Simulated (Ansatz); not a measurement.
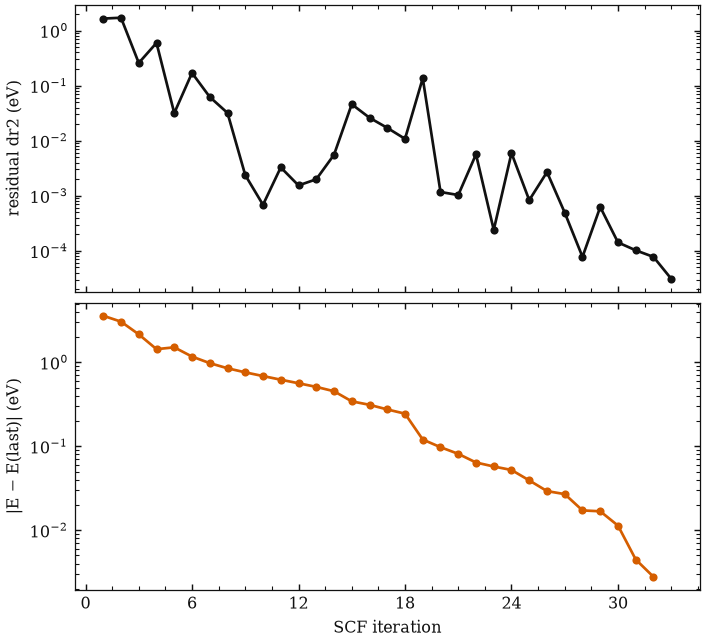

Convergence history. SCF iterations of a calculation: density residual dr2, distance of the Harris–Foulkes energy from its last value. Tm (P6_3/mmc, 2 atoms in the cell); DFT PBE+U, spin-orbit coupling, plane waves, PAW (Ansatz 0.2.0); cutoff 420 eV, 10×10×6 k-mesh, Gaussian smearing of 0.05 eV, U = 4 eV on Tm f. The run starts from the density of an earlier run.

It did not finish: the time limit cut it off after 33 iterations. The residual comes down slowly and unevenly, and has reached only 3 × 10⁻⁵ when the run stops. The program keeps the magnetisation out of the quasi-Newton mixer until iteration 17 and then restarts the mixer with it. From the first spectrum the program read the system as a metal and chose the Kerker preconditioner. The residual starts near 2 and ends near 3 × 10⁻⁵ eV.
